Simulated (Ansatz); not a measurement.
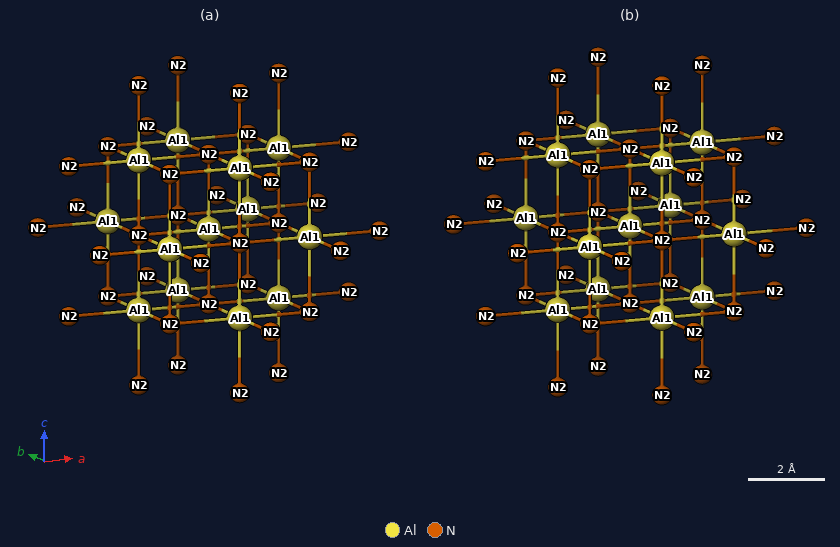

Left: a symmetric starting cell of AlN. Right: the same structure after one change, at the same scale. A ball-and-stick model of the conventional cell (4 times the calculation's cell), seen slightly off an axis. Lengths and directions refer to the drawn axes.

The calculation used Ansatz, DFT PBEsol, scalar-relativistic, plane waves, PAW. Set-up: plane-wave cutoff 420 eV; k-point mesh 10 × 10 × 10; occupations gaussian; smearing width 0.02 eV; no spin polarisation.

### What was changed?

All lengths are scaled by +3.2 % (volume +9.9 %), the atoms keeping their fractional coordinates. No relaxation follows. The starting cell wasn't computed here and needn't be at equilibrium, so pressure and forces aren't due to the change alone.

### How do the computed properties respond?

The pressure is −23.5 GPa (not all of it need come from the change, since the unchanged cell can be under pressure at this level too). All forces vanish by symmetry. Some distances before and after: Al–N 2.035 → 2.100 Å. The space group stays Fm-3m (No. 225).
